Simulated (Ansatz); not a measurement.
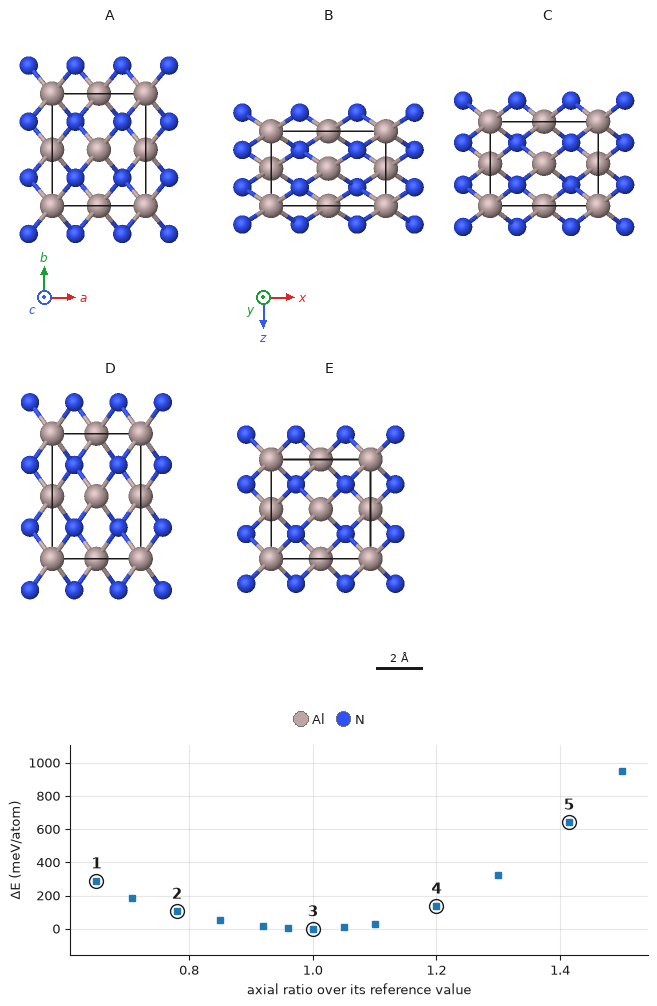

A scan of a crystal of AlN (F-43m): the ratio of the cell's length along z to its lengths across, counted as 1 for the reference, is changed at fixed volume (a tetragonal or Bain path), with the atoms kept at their fractional coordinates. x, y and z are the Cartesian axes of the input. The frames are shuffled; the numbered points of the plot belong to them. Style: ball-and-stick. Shown: the conventional cell (4 times the calculation's cell), along the c axis. Lengths and directions refer to the drawn axes.

All numbers below come from Ansatz, DFT PBE, scalar-relativistic, plane waves, PAW. Set-up: plane-wave cutoff 420 eV; k-point mesh 10 × 10 × 10; occupations gaussian; smearing width 0.05 eV; no spin polarisation. Energies (free energies at the smearing named) are counted from the cell as listed in its source, which wasn't relaxed.

**Which frame belongs to which numbered point?**

Point 1 is frame B (the relative ratio 0.65, 289 meV/atom); 2 is frame C (the relative ratio 0.78, 106 meV/atom); 3 is frame E (the relative ratio 1.00, 0 meV/atom); 4 is frame A (the relative ratio 1.20, 137 meV/atom); 5 is frame D (the relative ratio 1.414, 642 meV/atom). The lowest computed point lies at the relative ratio 1.00 (0 meV/atom). At the ends of the scan the energy is 289 meV/atom (0.65) and 947 meV/atom (1.50). The unrelaxed reference is under a pressure of 4.9 GPa. The distortion takes the space group from F-43m to I-4m2. At the relative ratio 1.50 the cell of the drawing goes a 4.368 → 3.816 Å, b 4.368 → 5.724 Å, c 4.368 → 3.816 Å. The band gap on the mesh, 3.33 eV in the reference, closes at 1.50.
